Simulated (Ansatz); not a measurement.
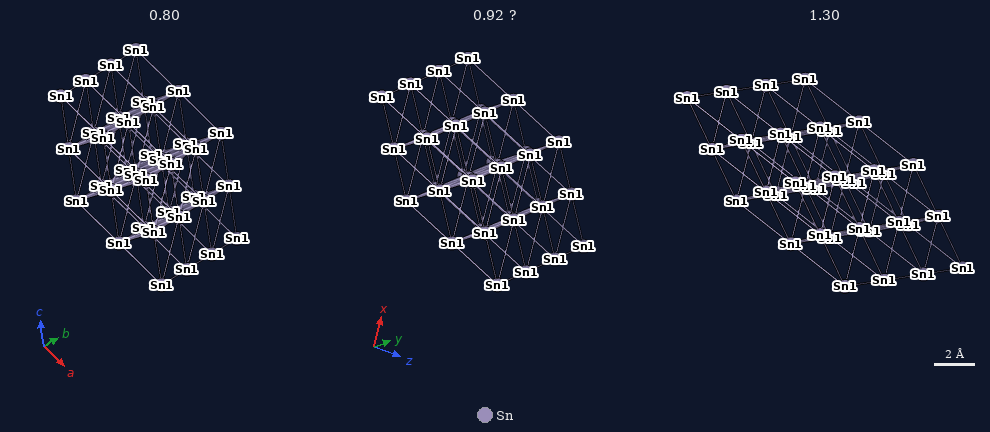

Crystalline Sn (Immm): the ratio of the cell's length along z to its lengths across, counted as 1 for the reference, is changed at fixed volume (a c/a path), with the atoms kept at their fractional coordinates. x, y and z are the Cartesian axes of the input. The picture is a ball-and-stick view of the cell of the calculation, repeated 2 × 3 × 2 with one cell outlined, seen slightly off an axis.

These are results of Ansatz 0.2.0, DFT PBEsol, scalar-relativistic, plane waves, PAW, not measurements. (plane-wave cutoff 420 eV; k-point mesh 22 × 22 × 22; occupations gaussian; smearing width 0.15 eV; no spin polarisation). Energies (free energies at the smearing named) are counted from the cell as listed in its source, which wasn't relaxed.

| axial ratio over its reference value | E − E(ref) (meV/atom) |
| --- | --- |
| 0.80 | 9.7 |
| 0.85 | 5.2 |
| 0.92 | ? |
| 0.96 | 0.4 |
| 1.00 | 0.0 |
| 1.05 | 0.2 |
| 1.10 | 0.8 |
| 1.20 | 5.5 |
| 1.30 | 17.4 |

> Estimate the missing energy from the other rows, and compare with the calculation.

A straight line between the two neighbours gives 2.1 meV/atom. A cubic through the four nearest rows (0.80, 0.85, 0.96, 1.00) gives, with Lagrange weights, (−0.1400)(9.7) + (0.4655)(5.2) + (0.9545)(0.4) + (−0.2800)(0.0) = 1.4 meV/atom. The calculation gives 1.5 meV/atom, so the cubic is 0.1 meV/atom too low and the straight line 0.6 meV/atom too high, as the curve bends upwards here.

The whole profile:

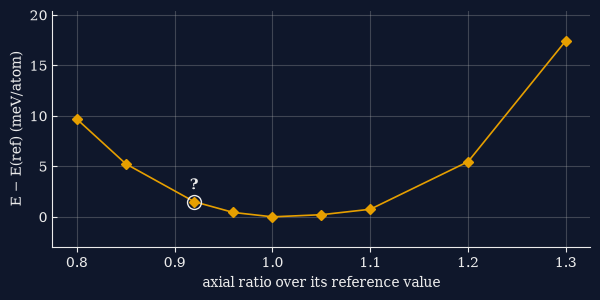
